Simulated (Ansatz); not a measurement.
## Ta15N13: geometry relaxation (part 3 of 3)

Ta15N13 (slab, 28 atoms in the cell); DFT PBEsol, scalar-relativistic, plane waves, PAW, no spin polarisation (Ansatz 0.2.0); cutoff 420 eV, 12×4×1 k-mesh, Gaussian smearing of 0.1 eV. The structure derives from an entry of the Crystallography Open Database. It belongs to a series of runs on one base structure; here: (1 1 0) slab, atoms relaxed.

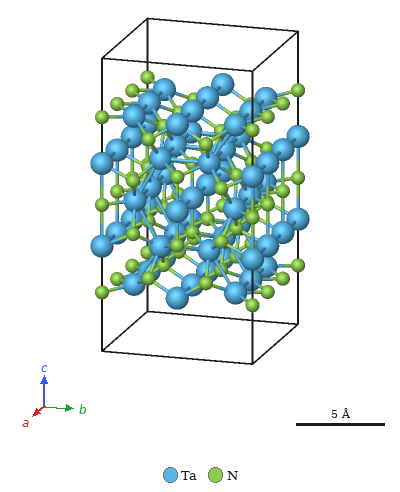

**Figure 1.** The geometry at step 10 of the log (ball-and-stick view of the 3 × 1 repeat of the cell, with the vacuum cut short, seen slightly off an axis).

**Output, continued**
```
  k-point 20: bands = ["-61.5545", "-61.5423", "-61.2439", "-61.2435", "-61.2204", "-61.2201", "-61.1231", "-61.1230", "-60.9505", "-60.9505", "-60.9287", "-60.9287", "-60.8599", "-60.8599", "-60.7897", "-28.7525", "-28.6815", "-28.4941", "-28.4657", "-28.3824", "-28.3794", "-28.2580", "-28.2421", "-28.2347", "-28.1441", "-28.1418", "-28.0845", "-28.0691", "-28.0408", "-28.0282", "-28.0276", "-27.9942", "-27.9876", "-27.8603", "-27.8597", "-27.8583", "-27.8356", "-27.7593", "-27.7432", "-27.7214", "-27.7117", "-27.7081", "-27.6752", "-27.6067", "-27.6064", "-27.5954", "-27.5936", "-27.5217", "-27.5106", "-27.5066", "-27.4857", "-27.4857", "-27.4775", "-27.3931", "-27.3810", "-27.3687", "-27.3509", "-27.3507", "-27.3096", "-27.3094", "-8.7961", "-8.7635", "-8.6462", "-8.6249", "-8.6047", "-8.5324", "-8.3355", "-8.3134", "-7.9067", "-7.8921", "-7.7297", "-7.6588", "-7.6324", "-1.2148", "-1.1423", "-0.9367", "-0.8859", "-0.7682", "-0.4943", "-0.3616", "-0.0561", "0.0437", "0.0514", "0.1510", "0.4044", "0.4594", "0.5314", "0.6034", "0.7166", "0.8685", "0.8812", "0.8858", "1.3468", "1.3579", "1.4617", "1.6021", "1.6905", "1.7624", "1.8770", "2.0366", "2.3741", "2.4880", "2.6770", "2.7624", "2.9219", "3.0952", "3.2286", "3.2506", "3.4124", "3.7961", "3.8869", "4.3976", "4.4191", "4.4534", "4.5923", "4.8477", "4.9426", "5.0474", "5.2618", "5.2845", "5.6540", "5.6831", "6.7543", "6.7896", "6.8707", "6.9001", "7.5437", "7.7089", "7.7864", "8.2212", "8.2373", "8.2445", "8.2646", "8.3147", "8.7240", "8.7989", "8.9379", "8.9572", "9.0798", "9.1789", "9.2526", "9.2696", "9.3577", "9.4604", "9.7588", "9.7683", "9.7809", "9.9959", "10.1843", "10.8476", "10.8620", "10.9960", "11.0132", "11.0782", "11.2245", "11.2322", "11.6447", "11.6809"]
--- Relaxed structure (14 steps of the walk, 13 accepted, 0 SCFs on fresh bases) ---
  F+E_penalty+E_count = -152039.19679846 eV   max|allowed force component| = 1.293e-2 eV/Å
  atoms:
    - { symbol: Ta, position: [8.238561675850598e-19, 0.5000000000000001, 0.2934614162038113] }
    - { symbol: Ta, position: [0.5, 0.1619684199592585, 0.3050305131435941] }
    - { symbol: Ta, position: [0.5, 0.8380315800407415, 0.3050305131435941] }
    - { symbol: N, position: [-1.783360973091362e-18, -1.2885007475587397e-19, 0.2988283241902994] }
    - { symbol: N, position: [-6.5177858633557496e-18, 0.31550980112850724, 0.33654197950275305] }
    - { symbol: N, position: [1.6064631517040184e-17, 0.6844901988714933, 0.33654197950275305] }
    - { symbol: Ta, position: [-2.303227556276825e-18, -1.288500747558716e-19, 0.4023198054815991] }
    - { symbol: Ta, position: [0.5, 0.6603527185316553, 0.3975875183495241] }
    - { symbol: Ta, position: [0.5, 0.3396472814683449, 0.3975875183495241] }
    - { symbol: N, position: [-1.0427430756941802e-17, 0.5000000000000001, 0.4190433266495334] }
    - { symbol: N, position: [-1.90135862710934e-18, 0.7918438478886726, 0.4378571271710915] }
    - { symbol: N, position: [1.2522975160290875e-17, 0.20815615211132782, 0.4378571271710915] }
    - { symbol: Ta, position: [-3.4144474147855893e-22, 0.5000000000000001, 0.5000007028576489] }
    - { symbol: Ta, position: [0.5, 0.1694546914121102, 0.4999999418873418] }
    - { symbol: Ta, position: [0.5, 0.8305453085878901, 0.4999999418873418] }
    - { symbol: N, position: [-2.4748484398893564e-21, -1.2885007475587448e-19, 0.500005094429478] }
    - { symbol: N, position: [1.9005668715860418e-18, 0.2081635410344308, 0.5621418810681661] }
    - { symbol: N, position: [-1.2521219819919694e-17, 0.7918364589655696, 0.5621418810681661] }
    - { symbol: Ta, position: [2.3057648396187234e-18, -1.288500747558745e-19, 0.5976749715678382] }
    - { symbol: Ta, position: [0.5, 0.660351368745887, 0.6024129358037122] }
    - { symbol: Ta, position: [0.5, 0.339648631254113, 0.6024129358037122] }
    - { symbol: N, position: [1.042692672626623e-17, 0.5000000000000001, 0.580957710888237] }
    - { symbol: N, position: [6.517747787470138e-18, 0.6844903008885904, 0.6634580626802926] }
    - { symbol: N, position: [-1.606463442578083e-17, 0.3155096991114098, 0.6634580626802926] }
    - { symbol: Ta, position: [-8.238335686905211e-19, 0.5000000000000001, 0.7065385372767851] }
    - { symbol: Ta, position: [0.5, 0.16196720966678285, 0.6949686385921106] }
    - { symbol: Ta, position: [0.5, 0.8380327903332174, 0.6949686385921106] }
    - { symbol: N, position: [1.7827594384357253e-18, -1.2885007475587595e-19, 0.7011729140576002] }
```

**Trajectory as extended XYZ (Å, eV, eV/Å), 4 of the 14 frames kept, from step=1 to step=14**
```
28
Lattice="2.9036 0.0000 0.0000 0.0000 9.0155 0.0000 0.0000 0.0000 25.4102" Properties=species:S:1:pos:R:3:forces:R:3 step=1 energy=-152032.28170
Ta    0.0000    4.5077    7.5000    0.0000   0.0000   1.8234
Ta    1.4518    1.5026    7.5000    0.0000   0.3457   1.2714
Ta    1.4518    7.5129    7.5000    0.0000  -0.3457   1.2714
N     0.0000    0.0000    7.5000    0.0000   0.0000  -1.3972
N     0.0000    2.2539    8.8013    0.0000  -0.0987  -1.0744
N     0.0000    6.7616    8.8013    0.0000   0.0987  -1.0744
Ta    0.0000    0.0000   10.1025    0.0000   0.0000  -0.3716
Ta    1.4518    6.0103   10.1025    0.0000   0.1219  -0.1169
Ta    1.4518    3.0052   10.1025    0.0000  -0.1219  -0.1169
N     0.0000    4.5077   10.1025    0.0000   0.0000  -0.3277
N     0.0000    6.7616   11.4038    0.0000  -0.0175   0.0091
N     0.0000    2.2539   11.4038    0.0000   0.0175   0.0091
Ta    0.0000    4.5077   12.7051    0.0000   0.0000   0.0000
Ta    1.4518    1.5026   12.7051    0.0000  -0.0422   0.0000
Ta    1.4518    7.5129   12.7051    0.0000   0.0422   0.0000
N     0.0000    0.0000   12.7051    0.0000   0.0000   0.0000
N     0.0000    2.2539   14.0064    0.0000   0.0175  -0.0091
N     0.0000    6.7616   14.0064    0.0000  -0.0175  -0.0091
Ta    0.0000    0.0000   15.3076    0.0000   0.0000   0.3716
Ta    1.4518    6.0103   15.3076    0.0000   0.1219   0.1169
Ta    1.4518    3.0052   15.3076    0.0000  -0.1219   0.1169
N     0.0000    4.5077   15.3076    0.0000   0.0000   0.3277
N     0.0000    6.7616   16.6089    0.0000   0.0987   1.0744
N     0.0000    2.2539   16.6089    0.0000  -0.0987   1.0744
Ta    0.0000    4.5077   17.9102    0.0000   0.0000  -1.8234
Ta    1.4518    1.5026   17.9102    0.0000   0.3457  -1.2714
Ta    1.4518    7.5129   17.9102    0.0000  -0.3457  -1.2714
N     0.0000    0.0000   17.9102    0.0000   0.0000   1.3972
28
Lattice="2.9036 0.0000 0.0000 0.0000 9.0155 0.0000 0.0000 0.0000 25.4102" Properties=species:S:1:pos:R:3:forces:R:3 step=5 energy=-152034.82925
Ta    0.0000    4.5077    7.8185    0.0000   0.0000  -0.1060
Ta    1.4518    1.3941    7.5007    0.0000  -0.0186  -0.3157
Ta    1.4518    7.6214    7.5007    0.0000   0.0186  -0.3157
N     0.0000    0.0000    6.8535    0.0000   0.0000   0.9545
N     0.0000    2.3756    8.6217    0.0000   0.4722  -0.1544
N     0.0000    6.6398    8.6217    0.0000  -0.4722  -0.1544
Ta    0.0000    0.0000   10.3764    0.0000   0.0000  -0.2081
Ta    1.4518    6.0552   10.0396    0.0000  -0.0736  -0.0512
Ta    1.4518    2.9602   10.0396    0.0000   0.0736  -0.0512
N     0.0000    4.5077    9.9530    0.0000   0.0000   0.3261
N     0.0000    6.8369   11.3389    0.0000   0.5140  -0.2019
N     0.0000    2.1785   11.3389    0.0000  -0.5140  -0.2019
Ta    0.0000    4.5077   12.7051    0.0000   0.0000   0.0000
Ta    1.4518    1.5142   12.7051    0.0000   0.6583   0.0000
Ta    1.4518    7.5013   12.7051    0.0000  -0.6583   0.0000
N     0.0000    0.0000   12.7051    0.0000   0.0000   0.0000
N     0.0000    2.1785   14.0713    0.0000  -0.5139   0.2020
N     0.0000    6.8369   14.0713    0.0000   0.5139   0.2020
Ta    0.0000    0.0000   15.0338    0.0000   0.0000   0.2081
Ta    1.4518    6.0552   15.3705    0.0000  -0.0736   0.0512
Ta    1.4518    2.9602   15.3705    0.0000   0.0736   0.0512
N     0.0000    4.5077   15.4572    0.0000   0.0000  -0.3261
N     0.0000    6.6398   16.7884    0.0000  -0.4722   0.1544
N     0.0000    2.3756   16.7884    0.0000   0.4722   0.1544
Ta    0.0000    4.5077   17.5916    0.0000   0.0000   0.1058
Ta    1.4518    1.3941   17.9095    0.0000  -0.0186   0.3157
Ta    1.4518    7.6214   17.9095    0.0000   0.0186   0.3157
N     0.0000    0.0000   18.5566    0.0000   0.0000  -0.9545
28
Lattice="2.9036 0.0000 0.0000 0.0000 9.0155 0.0000 0.0000 0.0000 25.4102" Properties=species:S:1:pos:R:3:forces:R:3 step=10 energy=-152039.10535
Ta    0.0000    4.5077    7.5397    0.0000   0.0000  -0.2178
Ta    1.4518    1.4684    7.7126    0.0000  -0.1335   0.1169
Ta    1.4518    7.5471    7.7126    0.0000   0.1335   0.1169
N     0.0000    0.0000    7.5026    0.0000   0.0000   0.0279
N     0.0000    2.7913    8.5733    0.0000   0.2433  -0.1835
N     0.0000    6.2242    8.5733    0.0000  -0.2433  -0.1835
Ta    0.0000    0.0000   10.2465    0.0000   0.0000  -0.3000
Ta    1.4518    5.9616   10.0969    0.0000  -0.0243   0.2620
Ta    1.4518    3.0538   10.0969    0.0000   0.0243   0.2620
N     0.0000    4.5077   10.6710    0.0000   0.0000  -0.5566
N     0.0000    7.1492   11.1237    0.0000  -0.1949   0.0862
N     0.0000    1.8663   11.1237    0.0000   0.1949   0.0862
Ta    0.0000    4.5077   12.7052    0.0000   0.0000  -0.0014
Ta    1.4518    1.5290   12.7051    0.0000   0.0655  -0.0001
Ta    1.4518    7.4864   12.7051    0.0000  -0.0655  -0.0001
N     0.0000    0.0000   12.7051    0.0000   0.0000   0.0000
N     0.0000    1.8663   14.2865    0.0000   0.1950  -0.0864
N     0.0000    7.1492   14.2865    0.0000  -0.1950  -0.0864
Ta    0.0000    0.0000   15.1637    0.0000   0.0000   0.3000
Ta    1.4518    5.9616   15.3133    0.0000  -0.0240  -0.2616
Ta    1.4518    3.0539   15.3133    0.0000   0.0240  -0.2616
N     0.0000    4.5077   14.7393    0.0000   0.0000   0.5568
N     0.0000    6.2242   16.8369    0.0000  -0.2432   0.1835
N     0.0000    2.7913   16.8369    0.0000   0.2432   0.1835
Ta    0.0000    4.5077   17.8704    0.0000   0.0000   0.2185
Ta    1.4518    1.4684   17.6976    0.0000  -0.1336  -0.1168
Ta    1.4518    7.5471   17.6976    0.0000   0.1336  -0.1168
N     0.0000    0.0000   17.9075    0.0000   0.0000  -0.0278
28
Lattice="2.9036 0.0000 0.0000 0.0000 9.0155 0.0000 0.0000 0.0000 25.4102" Properties=species:S:1:pos:R:3:forces:R:3 step=14 energy=-152039.19680
Ta    0.0000    4.5077    7.4569    0.0000   0.0000  -0.0062
Ta    1.4518    1.4602    7.7509    0.0000  -0.0021  -0.0102
Ta    1.4518    7.5553    7.7509    0.0000   0.0021  -0.0102
N     0.0000    0.0000    7.5933    0.0000   0.0000   0.0012
N     0.0000    2.8445    8.5516    0.0000  -0.0025   0.0053
N     0.0000    6.1710    8.5516    0.0000   0.0025   0.0053
Ta    0.0000    0.0000   10.2230    0.0000   0.0000  -0.0028
Ta    1.4518    5.9534   10.1028    0.0000   0.0059  -0.0059
Ta    1.4518    3.0621   10.1028    0.0000  -0.0059  -0.0059
N     0.0000    4.5077   10.6480    0.0000   0.0000  -0.0055
N     0.0000    7.1389   11.1260    0.0000   0.0001   0.0078
N     0.0000    1.8766   11.1260    0.0000  -0.0001   0.0078
Ta    0.0000    4.5077   12.7051    0.0000   0.0000  -0.0002
Ta    1.4518    1.5277   12.7051    0.0000   0.0129  -0.0001
Ta    1.4518    7.4878   12.7051    0.0000  -0.0129  -0.0001
N     0.0000    0.0000   12.7052    0.0000   0.0000   0.0007
N     0.0000    1.8767   14.2841    0.0000   0.0001  -0.0079
N     0.0000    7.1388   14.2841    0.0000  -0.0001  -0.0079
Ta    0.0000    0.0000   15.1870    0.0000   0.0000   0.0023
Ta    1.4518    5.9534   15.3074    0.0000   0.0059   0.0060
Ta    1.4518    3.0621   15.3074    0.0000  -0.0059   0.0060
N     0.0000    4.5077   14.7622    0.0000   0.0000   0.0055
N     0.0000    6.1710   16.8586    0.0000   0.0025  -0.0052
N     0.0000    2.8445   16.8586    0.0000  -0.0025  -0.0052
Ta    0.0000    4.5077   17.9533    0.0000   0.0000   0.0062
Ta    1.4518    1.4602   17.6593    0.0000  -0.0022   0.0102
Ta    1.4518    7.5553   17.6593    0.0000   0.0022   0.0102
N     0.0000    0.0000   17.8169    0.0000   0.0000  -0.0011
```

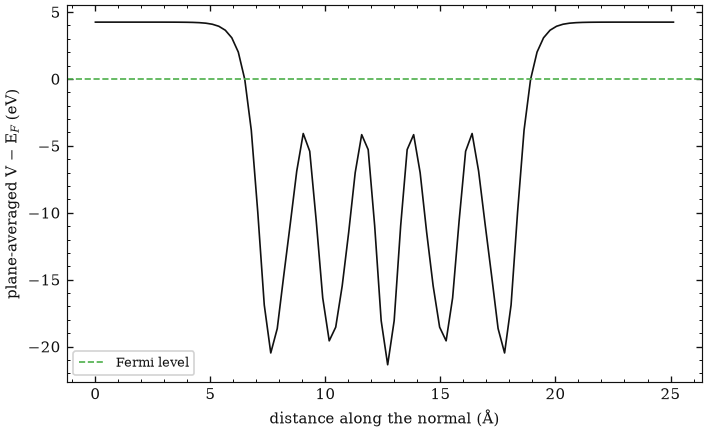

**Figure 2.** Plane average of the electrostatic potential energy of an electron across the cell, from the Fermi level. The vacuum level lies 4.25 eV above the Fermi level.

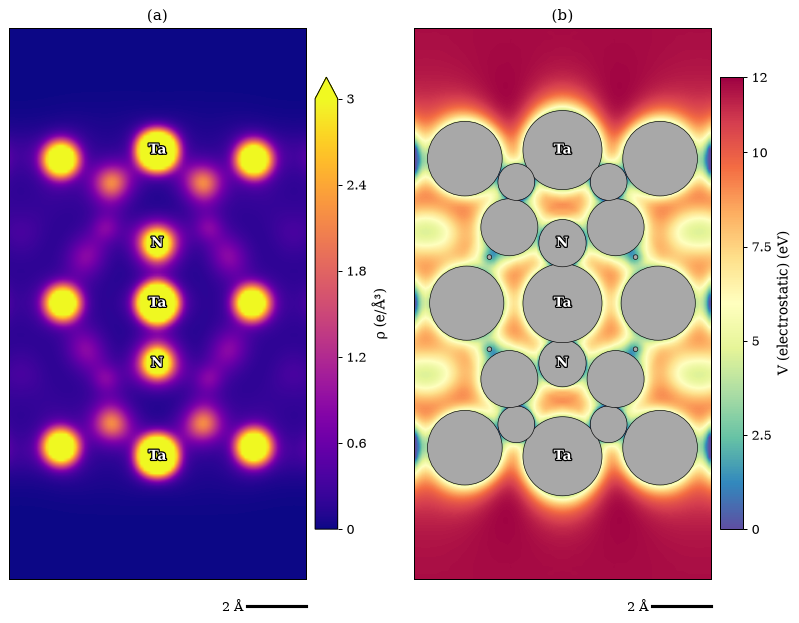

**Figure 3.** (a) valence electron density; (b) electrostatic potential energy of an electron on the (11̄0) plane of the calculation cell, a cut from vacuum to vacuum. Grey discs, where drawn, cover atomic cores. The section cuts through Ta and N sites. Ta–N (2.06 Å): the density is about 0.82 e/Å³ at the midpoint. The density dies away to nearly zero in the vacuum. The fields are those of the smooth PAW valence density.

**Results in brief**

```tsv
quantity	value
outcome	converged
electrons treated	260
free energy	−152039.1968 eV
work function, top face	4.25 eV
work function, bottom face	4.25 eV
Fermi energy	7.525 eV
gap on the k-point mesh	none (metallic)
final volume	665.17 Å³
work function (upper face)	4.25 eV
largest force (length of the vector) at the end	0.013 eV/Å
wall time	10 min (CPU time 39 min)
peak memory	3.2 GiB
```

**Remarks**

The program warns: the exchange-correlation potential is rough where the density is thin. Spin–orbit coupling is left out, which matters for Ta.
